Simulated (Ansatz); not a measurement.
System: La₂O₃, space group P321 (No. 150).

The given structure:
```yaml
crystal:
  lattice:
    - [3.93000, 0.00000, 0.00000]
    - [-1.96500, 3.40350, 0.00000]
    - [0.00000, 0.00000, 6.12000]
  atoms:
    - { symbol: La, position: [0.33333, 0.66667, 0.25000] }
    - { symbol: La, position: [0.66667, 0.33333, 0.75000] }
    - { symbol: O, position: [0.25000, 0.25000, 0.00000] }
    - { symbol: O, position: [0.75000, 0.00000, 0.00000] }
    - { symbol: O, position: [0.00000, 0.75000, 0.00000] }
```

Input of one of the runs behind the figure:
```
crystal:
  lattice:
    - [3.9560273196, 0.0, 0.0]
    - [-1.9780136598, 3.4260201569, 0.0]
    - [0.0, 0.0, 6.1605309825]
  atoms:
    - { symbol: La, position: [0.3333333333, 0.6666666667, 0.25] }
    - { symbol: La, position: [0.6666666667, 0.3333333333, 0.75] }
    - { symbol: O, position: [0.25, 0.25, 0.0] }
    - { symbol: O, position: [0.75, 0.0, 0.0] }
    - { symbol: O, position: [0.0, 0.75, 0.0] }
kpoints:
  mp_grid: { grid: [6, 6, 4] }
scf:
  occupations: { method: fermi_dirac, width: 0.02 }
hamiltonian:
  xc: pbe
  pseudopotentials: { kind: all_electron, datasets: crystal }
output:
  forces: true
  stress: true
  eigenvalues: true
  efg: { contact_densities: true }
```

Launched with:
```bash
ansatz run input.yaml --threads 2 --pin off --max-ram 6144MiB --backend cpu --events-out ev --progress --plain --runs-dir out
```

Method: periodic Kohn-Sham DFT of a crystal at fixed atoms, scaled to the stated factor times the given cell; pressure positive in compression (Ansatz 0.2.0). Level: PBE.

method all-electron PAW; relativity scalar; k mesh 6×6×4; occupations Fermi–Dirac; smearing width 0.02 eV; nucleus Gaussian.

V(given) is 16.37 Å³/atom.

Predict the pressure against V/V(given). The V/V(given) takes the values 0.96, 0.99, 1.02, 1.06.

The pressure falls from 50.3 GPa at V/V(given) 0.96 to 30.5 GPa at 1.06.

| V/V(given) | pressure (GPa) |
| --- | --- |
| 0.96 | 50.3 |
| 0.99 | 43.6 |
| 1.02 | 37.5 |
| 1.06 | 30.5 |

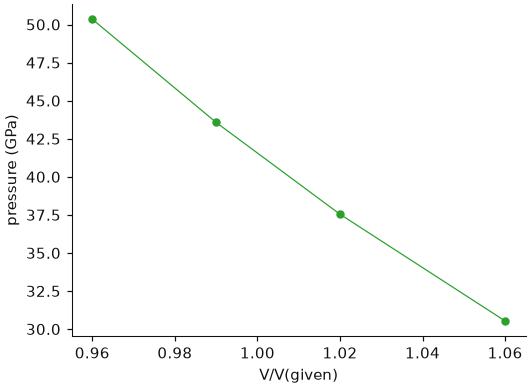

Keep in mind: field gradient without spin-orbit coupling on heavy atoms; no gap: field gradients move with the k mesh; no spin-orbit coupling on heavy atoms; the volumes run don't bracket the minimum of the energy, so any equilibrium value is extrapolated; shape and atomic fractions are frozen while scaling, which makes layered, chain and framework solids too stiff.
